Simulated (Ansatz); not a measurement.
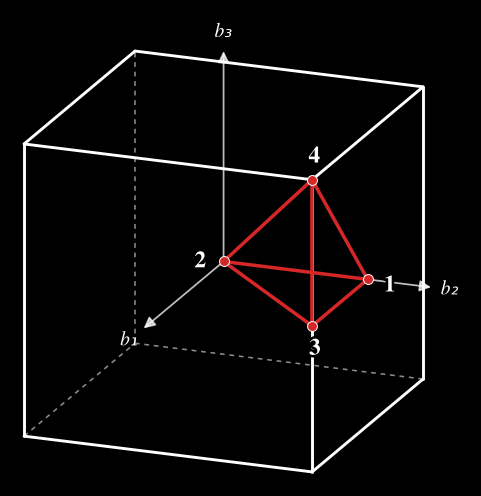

For KMgF₃, coordinates from a relaxation with DFT, PBE, plane waves, PAW (Ansatz 0.2.0): the first Brillouin zone of a simple cubic lattice (cP; extended symbol cP2) is drawn with its special points numbered. The drawing is computed from the coordinates (standard cell, symmetry found to 0.002 Å).

a = 4.054 Å, b = 4.054 Å, c = 4.054 Å, α = 90.00°, β = 90.00°, γ = 90.00°.

Labels and path follow the convention of Hinuma et al. (2017), as computed by seekpath; the arrows show the directions of the reciprocal primitive vectors b₁, b₂, b₃, in which coordinates are given.

> Give the label and coordinates of each numbered point.

```
no.  label      coordinates
  1      X      (0, 1/2, 0)
  2      Γ        (0, 0, 0)
  3      M    (1/2, 1/2, 0)
  4      R  (1/2, 1/2, 1/2)
```
